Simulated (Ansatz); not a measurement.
Geometry relaxation, with input and output: W₄HS₈ (part 1 of 3)

System: W₄HS₈ (slab, 13 atoms in the cell).
Method: DFT PBE+D3(BJ), scalar-relativistic, plane waves, PAW, spin-polarised (Ansatz 0.2.0).

The structure derives from an entry of the Crystallography Open Database. The input holds or restrains some coordinates. Forces given for the steps count only the free coordinates. It belongs to a series of runs on one base structure; here: 1 H a cell, anchor, over a top S site.

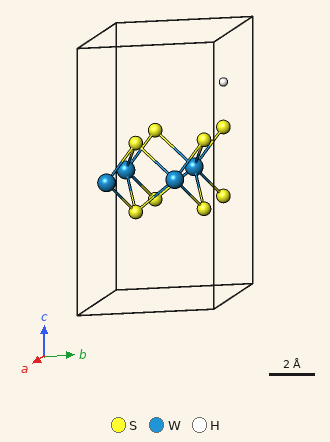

Fig. 1: The structure as given in the input (ball-and-stick view of the cell of the calculation, with the vacuum cut short, seen slightly off an axis). An atom can appear more than once, as a periodic image.

**Input**
```yaml
crystal:
  lattice:
    - [6.3144062686, 0.0, 0.0]
    - [-3.1572031343, 5.4684362384, 0.0]
    - [0.0, 0.0, 21.1452666289]
  atoms:
    - { symbol: S, position: [0.6666666667, 0.3333333333, 0.3783352624] }
    - { symbol: S, position: [0.6666666667, 0.8333333333, 0.3783352624] }
    - { symbol: S, position: [0.1666666667, 0.3333333333, 0.3783352624] }
    - { symbol: S, position: [0.1666666667, 0.8333333333, 0.3783352624] }
    - { symbol: W, position: [0.3333333333, 0.1666666667, 0.4529163429] }
    - { symbol: W, position: [0.3333333333, 0.6666666667, 0.4529163429] }
    - { symbol: W, position: [0.8333333333, 0.1666666667, 0.4529163429] }
    - { symbol: W, position: [0.8333333333, 0.6666666667, 0.4529163429] }
    - { symbol: S, position: [0.6666666667, 0.3333333333, 0.5274966646] }
    - { symbol: S, position: [0.6666666667, 0.8333333333, 0.5274966646] }
    - { symbol: S, position: [0.1666666667, 0.3333333333, 0.5274966646] }
    - { symbol: S, position: [0.1666666667, 0.8333333333, 0.5274966646] }
    - { symbol: H, position: [0.1666666667, 0.8333333333, 0.6249179947], spin: 1.0 }
basis:
  ecutwfc: 420
kpoints:
  mp_grid: { grid: [3, 3, 1] }
hamiltonian:
  xc: pbe
  dispersion: d3bj
scf:
  occupations: { method: gaussian, width: 0.05 }
output:
  forces: true
  eigenvalues: true
  populations: true
  write_density: true
  write_potential: true
  elf: true
  volumetric_format: npy
magnetization:
  spin_polarized: true
relax:
  adjacent_minimum: "off"
  f_tol: 0.04
  max_steps: 100
  constraints: [{ sites: [0, 1, 2, 3] }]
efield:
  axis: 3
  dipole_correction: true
  ramp_width: 0.04
```

Run on 4 threads of AMD EPYC (Zen 5), 64 GiB of memory available, shared host.

Run as:
```bash
ansatz run input.yaml --threads 4 --pin off --max-ram 10240MiB --backend cpu --events-out ev --progress --plain --runs-dir out
```

**Log**
```
Engine: ansatz 0.2.0, x86_64-unknown-linux-gnu
Pseudopotentials: kind: paw
Pseudopotential: S, paw, valence charge 6, recommended cutoff 420 eV (normal), S.paw.azcp
Pseudopotential: W, paw, valence charge 14, recommended cutoff 420 eV (normal), W.paw.azcp
Pseudopotential: H, paw, valence charge 1, recommended cutoff 420 eV (normal), H.paw.azcp
Functional definition: PBE
  parameter kappa = 0.804
  parameter beta = 0.06672455060314922
  exchange = pbe_x(kappa = kappa, mu = beta*pi^2/3)
  correlation = pbe_c(beta = beta)
Crystal: 13 atoms, lattice volume = 730.145 Å³
Basis set: ecut = 420 eV, 14291 PW (Γ), exchange–correlation on 90×90×288 points (8 copies of the dense FFT grid, shifted against one another)
Bands: 66, of which v1, the nominal top of the filled ones, is band 53 counted from 1 (52 counted from 0)
Symmetry: 6 space group operations
k-points: 3 of 9 (time reversal used)
Non-local potential: S, projectors of the file, l = 0: 2, l = 1: 2, l = 2: 2
Non-local potential: W, projectors of the file, l = 0: 3, l = 1: 2, l = 2: 2, l = 3: 1
Non-local potential: H, projectors of the file, l = 0: 2, l = 1: 1
PAW form: soft (Blöchl's): semilocal exchange-correlation on the pseudo side does not see the compensation charge
PAW one-centre angular grid: S, 110 points (default); XC on 64 Gauss nodes
PAW one-centre angular grid: W, 590 points (default); XC on 64 Gauss nodes
PAW one-centre angular grid: H, 110 points (default); XC on 64 Gauss nodes
Starting moments: Σ|m| = 1 μB on 1 of 13 sites
Initial wavefunctions: pseudopotential atomic-orbital guess
Functional: x = pbe(κ = 0.804, μ = 0.2195149727645171), c = pbe(β = 0.06672455060314922)
SCF iter   1: F=—  HF=-48784.580000 eV  |F-HF|=—  |Δ(HF+E_count)|=         —  Δρ=1.29e-2 (↑1.28e-2 ↓1.29e-2)  dr2=5.31e0  dr2_m=8.85e-3  M=1.000 μB ∫|m|=1.024 μB  β_m=0.30  ethr=3.10e-3  p=-0.000 e·Å  D=-1.50e-7 V/Å  ΔV_dip=0.00 eV  dr2_dipole=2.41e-5  V_vac-E_F(+/−)=5.44/5.44 eV  ⟨swp⟩=10.0  Hψ=1901  notcnv=0
efield: sawtooth ramp at fractional position 0.9816 (placed from the atoms, in the widest stretch of the axis that holds none; the zero of the levels goes with the place), width 0.0400; the density the first Hamiltonian is built on has a dipole p = -0.000 e·Å; the dipole correction subtracts the counter field D = -1.50e-7 V/Å, which shifts the + side's vacuum level by +0.00 eV against the − side's; the planar-averaged density in the ramp window peaks in size at 1.5e-6 e/Å³
preconditioner: auto → Resta (q_TF=auto, 1.975 Å⁻¹)  ε∞=2.8  [insulator: Δε(μ)=1.068 eV  Ē_g=8.760 eV  σ=0.050 eV  W_gap=1.00  n_scr=78 (ndim 8)  ℏωp=11.7 eV  f_vac=0.655  D(μ)=0.00/eV (n_scr^D=0)  ε∞_Penn≈2.8  vacuum switching on, ρ_ref=5.6e-3 e/Å³]
spin=Collinear: Resta preconditioning applied to the charge; magnetization (m = ρ↑ − ρ↓) channel mixes plain (no charge-response kernel on spin).
SCF iter   2: F=—  HF=-48783.475489 eV  |F-HF|=—  |Δ(HF+E_count)|=    1.10e0  Δρ=7.77e-3 (↑7.67e-3 ↓7.77e-3)  dr2=1.91e0  dr2_m=5.35e-3  M=1.000 μB ∫|m|=1.030 μB  β_m=0.30  ethr=3.10e-3  p=-0.002 e·Å  D=-3.97e-4 V/Å  ΔV_dip=0.01 eV  dr2_dipole=4.88e-4  V_vac-E_F(+/−)=5.29/5.28 eV  ⟨swp⟩=2.7  Hψ=674  notcnv=0  defer=38  κ⁻¹=1.0e0(r=1)
SCF iter   3: F=—  HF=-48783.069757 eV  |F-HF|=—  |Δ(HF+E_count)|=   4.06e-1  Δρ=4.07e-3 (↑3.95e-3 ↓4.07e-3)  dr2=3.53e-1  dr2_m=3.70e-3  M=1.000 μB ∫|m|=1.031 μB  β_m=0.30  ethr=1.82e-3  p=-0.018 e·Å  D=-4.42e-3 V/Å  ΔV_dip=0.09 eV  dr2_dipole=3.03e-4  V_vac-E_F(+/−)=5.00/4.91 eV  ⟨swp⟩=2.2  Hψ=549  notcnv=0  defer=38  κ⁻¹=2.0e-1(r=2)
SCF iter   4: F=—  HF=-48783.034680 eV  |F-HF|=—  |Δ(HF+E_count)|=   3.51e-2  Δρ=1.89e-3 (↑1.76e-3 ↓1.89e-3)  dr2=5.44e-2  dr2_m=2.75e-3  M=1.000 μB ∫|m|=1.033 μB  β_m=0.30  ethr=3.36e-4  p=-0.035 e·Å  D=-8.71e-3 V/Å  ΔV_dip=0.18 eV  dr2_dipole=2.58e-4  V_vac-E_F(+/−)=4.83/4.65 eV  ⟨swp⟩=2.7  Hψ=638  notcnv=0  defer=38  κ⁻¹=4.4e-3(r=3)
SCF iter   5: F=—  HF=-48783.040213 eV  |F-HF|=—  |Δ(HF+E_count)|=   5.53e-3  Δρ=6.34e-4 (↑6.34e-4 ↓5.52e-4)  dr2=2.54e-3  dr2_m=1.98e-3  M=1.000 μB ∫|m|=1.035 μB  β_m=0.30  ethr=5.18e-5  p=-0.059 e·Å  D=-1.46e-2 V/Å  ΔV_dip=0.31 eV  dr2_dipole=5.34e-5  V_vac-E_F(+/−)=4.81/4.50 eV  ⟨swp⟩=2.0  Hψ=565  notcnv=0  defer=38  κ⁻¹=3.6e-4(r=4)
SCF iter   6: F=—  HF=-48783.042769 eV  |F-HF|=—  |Δ(HF+E_count)|=   2.56e-3  Δρ=4.88e-4 (↑4.88e-4 ↓4.50e-4)  dr2=7.35e-4  dr2_m=1.22e-3  M=1.000 μB ∫|m|=1.037 μB  β_m=0.30  ethr=2.42e-6  p=-0.058 e·Å  D=-1.43e-2 V/Å  ΔV_dip=0.30 eV  dr2_dipole=2.24e-5  V_vac-E_F(+/−)=4.80/4.50 eV  ⟨swp⟩=2.5  Hψ=633  notcnv=0  defer=38  κ⁻¹=1.0e-4(r=5)
SCF iter   7: F=—  HF=-48783.044713 eV  |F-HF|=—  |Δ(HF+E_count)|=   1.94e-3  Δρ=3.52e-4 (↑3.42e-4 ↓3.52e-4)  dr2=2.82e-4  dr2_m=7.32e-4  M=1.000 μB ∫|m|=1.039 μB  β_m=0.30  ethr=7.00e-7  p=-0.061 e·Å  D=-1.51e-2 V/Å  ΔV_dip=0.32 eV  dr2_dipole=1.03e-5  V_vac-E_F(+/−)=4.80/4.48 eV  ⟨swp⟩=2.5  Hψ=575  notcnv=0  defer=38  κ⁻¹=1.4e-5(r=6)
SCF iter   8: F=—  HF=-48783.045769 eV  |F-HF|=—  |Δ(HF+E_count)|=   1.06e-3  Δρ=2.68e-4 (↑2.48e-4 ↓2.68e-4)  dr2=6.69e-5  dr2_m=4.35e-4  M=1.000 μB ∫|m|=1.040 μB  β_m=0.30  ethr=2.69e-7  p=-0.064 e·Å  D=-1.60e-2 V/Å  ΔV_dip=0.34 eV  dr2_dipole=3.14e-6  V_vac-E_F(+/−)=4.81/4.47 eV  ⟨swp⟩=3.2  Hψ=646  notcnv=0  defer=38  κ⁻¹=6.8e-6(r=7)
SCF iter   9: F=—  HF=-48783.046288 eV  |F-HF|=—  |Δ(HF+E_count)|=   5.19e-4  Δρ=2.07e-4 (↑1.94e-4 ↓2.07e-4)  dr2=1.58e-5  dr2_m=2.67e-4  M=1.000 μB ∫|m|=1.041 μB  β_m=1.20  ethr=3.81e-8  p=-0.066 e·Å  D=-1.64e-2 V/Å  ΔV_dip=0.35 eV  dr2_dipole=9.55e-7  V_vac-E_F(+/−)=4.81/4.46 eV  ⟨swp⟩=25.5  Hψ=4513  notcnv=0
Mixer restart at iter 9: flushing history
spin-set hold released at iteration 9 (site moments contracting): the magnetisation degrees of freedom join the quasi-Newton model from the next iteration; the mixer history was flushed
SCF iter  10: F=—  HF=-48783.047065 eV  |F-HF|=—  |Δ(HF+E_count)|=   7.77e-4  Δρ=6.11e-5 (↑2.40e-5 ↓6.11e-5)  dr2=9.90e-5  dr2_m=6.07e-6  M=1.000 μB ∫|m|=1.045 μB  β_m=0.33  ethr=1.51e-8  p=-0.067 e·Å  D=-1.65e-2 V/Å  ΔV_dip=0.35 eV  dr2_dipole=1.15e-5  V_vac-E_F(+/−)=4.82/4.47 eV  ⟨swp⟩=19.8  Hψ=4843  notcnv=0
density mixer auto → msr1: gapped (density of states about μ 0.16 of a free-electron gas's, 78 screened modes)
iter 11 did not close the SCF: its close was put off for a magnetic moment that had not settled (scf_convergence_deferred on its scf_iter line)
SCF iter  11: F=-48783.047067 eV  HF=-48783.047068 eV  |F-HF|=4.92e-7  |Δ(HF+E_count)|=   2.78e-6  Δρ=4.12e-5 (↑2.48e-5 ↓4.12e-5)  dr2=3.73e-5  dr2_m=4.00e-6  M=1.000 μB ∫|m|=1.045 μB  β_m=0.57  ethr=1.51e-8  p=-0.068 e·Å  D=-1.69e-2 V/Å  ΔV_dip=0.36 eV  dr2_dipole=1.16e-6  V_vac-E_F(+/−)=4.82/4.46 eV  ⟨swp⟩=13.2  Hψ=3728  notcnv=0
iter 12 did not close the SCF: its close was put off for a magnetic moment that had not settled (scf_convergence_deferred on its scf_iter line)
SCF iter  12: F=-48783.047045 eV  HF=-48783.047086 eV  |F-HF|=4.03e-5  |Δ(HF+E_count)|=   1.79e-5  Δρ=1.92e-5 (↑1.92e-5 ↓1.44e-5)  dr2=3.56e-5  dr2_m=4.44e-7  M=1.000 μB ∫|m|=1.045 μB  β_m=0.49  ethr=1.51e-8  p=-0.069 e·Å  D=-1.72e-2 V/Å  ΔV_dip=0.36 eV  dr2_dipole=9.75e-6  V_vac-E_F(+/−)=4.83/4.46 eV  ⟨swp⟩=14.3  Hψ=3955  notcnv=0
SCF iter  13: F=-48783.047083 eV  HF=-48783.047083 eV  |F-HF|=2.05e-7  |Δ(HF+E_count)|=   2.60e-6  Δρ=1.24e-5 (↑1.24e-5 ↓5.70e-6)  dr2=1.97e-6  dr2_m=2.73e-7  M=1.000 μB ∫|m|=1.045 μB  ethr=1.51e-8  p=-0.070 e·Å  D=-1.75e-2 V/Å  ΔV_dip=0.37 eV  dr2_dipole=8.09e-8  V_vac-E_F(+/−)=4.83/4.46 eV  ⟨swp⟩=13.5  Hψ=3672  notcnv=0
SCF 1 converged in 13 iterations: F = -48783.047083 eV  dr2 = 1.97e-6
  greatest PAW one-centre occupation: 1.000 electrons in one spin orbital (limit 2), on the W atom at site 7 (counted from 0), in its partial waves of l = 0
relax step   1: F+E_penalty+E_count = -48783.04708296 eV  Δ(F+E_penalty+E_count) = +0.000e0 eV  max|allowed force component| = 1.010e-1 eV/Å  Δτ_max = 0.0000 Å  (13 SCF iters, dr2 threshold 4.00e-5 eV, accepted)
Initial density: handed on by an earlier stage of this run
Starting moments: Σ|m| = 1 μB on 1 of 13 sites; this step starts from the density that it was given
Initial wavefunctions: those handed on with the density
iter 1 solved again at ethr=2.36e-7 eV; its pass at ethr=3.10e-3 eV (dr2=2.48e-4 eV) is discarded
SCF iter   1: F=—  HF=-48783.048220 eV  |F-HF|=—  |Δ(HF+E_count)|=         —  Δρ=1.15e-4 (↑1.08e-4 ↓1.15e-4)  dr2=3.13e-4  dr2_m=1.64e-5  M=1.000 μB ∫|m|=1.045 μB  β_m=1.20  ethr=2.36e-7  p=-0.070 e·Å  D=-1.75e-2 V/Å  ΔV_dip=0.37 eV  dr2_dipole=1.17e-7  V_vac-E_F(+/−)=4.82/4.45 eV  ⟨swp⟩=3.0  Hψ=1289  notcnv=0  defer=36
efield: sawtooth ramp at fractional position 0.9816 (handed on by an earlier solve), width 0.0400; the density the first Hamiltonian is built on has a dipole p = -0.070 e·Å; the dipole correction subtracts the counter field D = -1.75e-2 V/Å, which shifts the + side's vacuum level by +0.37 eV against the − side's; the planar-averaged density in the ramp window peaks in size at 1.3e-6 e/Å³
preconditioner: auto → Resta (q_TF=auto, 1.975 Å⁻¹)  ε∞=2.9  [insulator: Δε(μ)=0.852 eV  Ē_g=8.414 eV  σ=0.050 eV  W_gap=1.00  n_scr=78 (ndim 8)  ℏωp=11.7 eV  f_vac=0.663  D(μ)=0.00/eV (n_scr^D=0)  ε∞_Penn≈2.9  vacuum switching on, ρ_ref=5.1e-3 e/Å³]
spin=Collinear: Resta preconditioning applied to the charge; magnetization (m = ρ↑ − ρ↓) channel mixes plain (no charge-response kernel on spin).
SCF iter   2: F=—  HF=-48783.048237 eV  |F-HF|=—  |Δ(HF+E_count)|=   1.61e-5  Δρ=6.83e-5 (↑6.82e-5 ↓6.83e-5)  dr2=1.12e-4  dr2_m=2.48e-7  M=1.000 μB ∫|m|=1.046 μB  β_m=1.20  ethr=2.36e-7  p=-0.070 e·Å  D=-1.75e-2 V/Å  ΔV_dip=0.37 eV  dr2_dipole=1.51e-8  V_vac-E_F(+/−)=4.82/4.45 eV  ⟨swp⟩=2.0  Hψ=524  notcnv=0  defer=36  κ⁻¹=1.0e0(r=1)
density mixer auto → broyden: gapped, where msr1 would fit the directions that read negative (density of states about μ 0.16 of a free-electron gas's, 78 screened modes)
SCF iter   3: F=—  HF=-48783.048224 eV  |F-HF|=—  |Δ(HF+E_count)|=   1.26e-5  Δρ=3.21e-5 (↑3.12e-5 ↓3.21e-5)  dr2=1.74e-5  dr2_m=1.05e-7  M=1.000 μB ∫|m|=1.046 μB  β_m=1.20  ethr=1.07e-7  p=-0.071 e·Å  D=-1.75e-2 V/Å  ΔV_dip=0.37 eV  dr2_dipole=1.18e-7  V_vac-E_F(+/−)=4.82/4.45 eV  ⟨swp⟩=2.0  Hψ=544  notcnv=0  defer=36  κ⁻¹=1.4e-1(r=2)
SCF iter   4: F=—  HF=-48783.048229 eV  |F-HF|=—  |Δ(HF+E_count)|=   5.12e-6  Δρ=1.51e-5 (↑1.51e-5 ↓1.51e-5)  dr2=4.07e-6  dr2_m=1.11e-8  M=1.000 μB ∫|m|=1.046 μB  β_m=1.20  ethr=1.66e-8  p=-0.071 e·Å  D=-1.75e-2 V/Å  ΔV_dip=0.37 eV  dr2_dipole=1.03e-8  V_vac-E_F(+/−)=4.82/4.45 eV  ⟨swp⟩=2.2  Hψ=558  notcnv=0  defer=36  κ⁻¹=3.0e-2(r=3)
SCF iter   5: F=—  HF=-48783.048230 eV  |F-HF|=—  |Δ(HF+E_count)|=   1.38e-6  Δρ=6.36e-6 (↑6.36e-6 ↓6.35e-6)  dr2=7.72e-7  dr2_m=1.86e-9  M=1.000 μB ∫|m|=1.046 μB  β_m=1.20  ethr=3.88e-9  p=-0.071 e·Å  D=-1.75e-2 V/Å  ΔV_dip=0.37 eV  dr2_dipole=3.71e-9  V_vac-E_F(+/−)=4.82/4.45 eV  ⟨swp⟩=2.2  Hψ=602  notcnv=0  defer=36  κ⁻¹=6.8e-3(r=4)
SCF iter   6: F=—  HF=-48783.048231 eV  |F-HF|=—  |Δ(HF+E_count)|=   3.20e-7  Δρ=2.30e-6 (↑2.26e-6 ↓2.30e-6)  dr2=1.02e-7  dr2_m=8.44e-10  M=1.000 μB ∫|m|=1.046 μB  β_m=1.20  ethr=7.35e-10  p=-0.071 e·Å  D=-1.75e-2 V/Å  ΔV_dip=0.37 eV  dr2_dipole=1.11e-9  V_vac-E_F(+/−)=4.82/4.45 eV  ⟨swp⟩=2.2  Hψ=570  notcnv=0  defer=36  κ⁻¹=9.3e-4(r=5)
SCF iter   7: F=-48783.048231 eV  HF=-48783.048231 eV  |F-HF|=1.52e-8  |Δ(HF+E_count)|=   4.62e-8  Δρ=1.02e-6 (↑1.02e-6 ↓1.02e-6)  dr2=1.94e-8  dr2_m=1.99e-10  M=1.000 μB ∫|m|=1.046 μB  ethr=9.52e-11  p=-0.071 e·Å  D=-1.75e-2 V/Å  ΔV_dip=0.37 eV  dr2_dipole=9.59e-11  V_vac-E_F(+/−)=4.82/4.45 eV  ⟨swp⟩=17.0  Hψ=3233  notcnv=0
SCF 2 converged in 7 iterations: F = -48783.048231 eV  dr2 = 1.94e-8
relax step   2: F+E_penalty+E_count = -48783.04823085 eV  Δ(F+E_penalty+E_count) = -1.148e-3 eV  max|allowed force component| = 2.993e-2 eV/Å  Δτ_max = 0.0140 Å  (7 SCF iters, accepted)
[... from here on the SCF iterations and repeated set-up lines of each step are left out, up to the last step ...]
SCF 3 converged in 8 iterations: F = -48783.050831 eV  dr2 = 2.33e-8
relax step   3: F+E_penalty+E_count = -48783.05083132 eV  Δ(F+E_penalty+E_count) = -2.600e-3 eV  max|allowed force component| = 9.147e-2 eV/Å  Δτ_max = 0.0628 Å  (8 SCF iters, accepted)
SCF 4 converged in 9 iterations: F = -48783.060305 eV  dr2 = 1.90e-8
relax step   4: F+E_penalty+E_count = -48783.06030454 eV  Δ(F+E_penalty+E_count) = -9.473e-3 eV  max|allowed force component| = 1.543e-1 eV/Å  Δτ_max = 0.1203 Å  (9 SCF iters, accepted)
SCF 5 converged in 8 iterations: F = -48783.078584 eV  dr2 = 4.44e-7
relax step   5: F+E_penalty+E_count = -48783.07858384 eV  Δ(F+E_penalty+E_count) = -1.828e-2 eV  max|allowed force component| = 4.975e-1 eV/Å  Δτ_max = 0.0687 Å  (8 SCF iters, dr2 threshold 2.38e-5 eV, accepted)
SCF 6 converged in 7 iterations: F = -48783.199288 eV  dr2 = 5.24e-6
```
